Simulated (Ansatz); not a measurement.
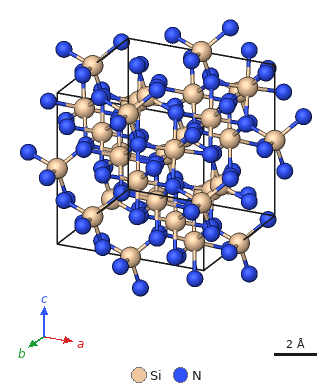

This is the input geometry for a relaxation of solid Si3N4 (set up in Fd-3m). The picture is a ball-and-stick view of the conventional cell (4 times the calculation's cell), seen from a free direction. Lengths and directions refer to the drawn axes.

Theory: Ansatz, DFT PBEsol, scalar-relativistic, plane waves, PAW.

Input file:
```yaml
crystal:
  lattice:
    - [0.0, 3.893718, 3.893718]
    - [3.893718, 0.0, 3.893718]
    - [3.893718, 3.893718, 0.0]
  atoms:
    - { symbol: Si, position: [0.125, 0.125, 0.625] }
    - { symbol: Si, position: [0.125, 0.625, 0.125] }
    - { symbol: Si, position: [0.625, 0.125, 0.125] }
    - { symbol: Si, position: [0.125, 0.125, 0.125] }
    - { symbol: Si, position: [0.75, 0.75, 0.75] }
    - { symbol: Si, position: [0.5, 0.5, 0.5] }
    - { symbol: "N", position: [0.367563, 0.367563, 0.367563] }
    - { symbol: "N", position: [0.352689, 0.882437, 0.882437] }
    - { symbol: "N", position: [0.882437, 0.882437, 0.352689] }
    - { symbol: "N", position: [0.882437, 0.352689, 0.882437] }
    - { symbol: "N", position: [0.367563, 0.367563, 0.897311] }
    - { symbol: "N", position: [0.367563, 0.897311, 0.367563] }
    - { symbol: "N", position: [0.882437, 0.882437, 0.882437] }
    - { symbol: "N", position: [0.897311, 0.367563, 0.367563] }
basis:
  ecutwfc: 420
kpoints:
  mp_grid: { grid: [6, 6, 6] }
hamiltonian:
  xc: pbesol
scf:
  occupations: { method: gaussian, width: 0.02 }
output:
  forces: true
  stress: true
  eigenvalues: true
  write_density: true
  write_potential: true
  elf: true
  volumetric_format: npy
relax:
  adjacent_minimum: "off"
  f_tol: 0.005
  max_steps: 80
  cell: { stress_tol: 0.05 }
```

Launched with:
```bash
ansatz run input.yaml --threads 4 --pin off --max-ram 10240MiB --backend cpu --events-out ev --progress --plain --runs-dir out
```

Q: Where does the relaxation end?

A: The energy falls by 2.3 meV per atom in 4 accepted moves (7 points after the start). The largest force component goes from 0.038 to 0.00018 eV/Å. Pressure: −5.09 GPa at the start and −0.04 GPa at the end. The line search rejected the trial step at point 5 of the run. At 2 points the geometry stayed and the basis and grid were re-selected for the new cell (energy shift of 0.5 meV per atom at most each time). The atoms keep their places relative to the cell (all moves are under 0.005 Å). The volume changes by −1.7 %, with a = b = c 7.787 → 7.744 Å (−0.6 %). Among the contacts that change: Si1–N10 1.891 → 1.880 Å, Si5–N10 1.786 → 1.777 Å. The space group stays Fd-3m (No. 227).
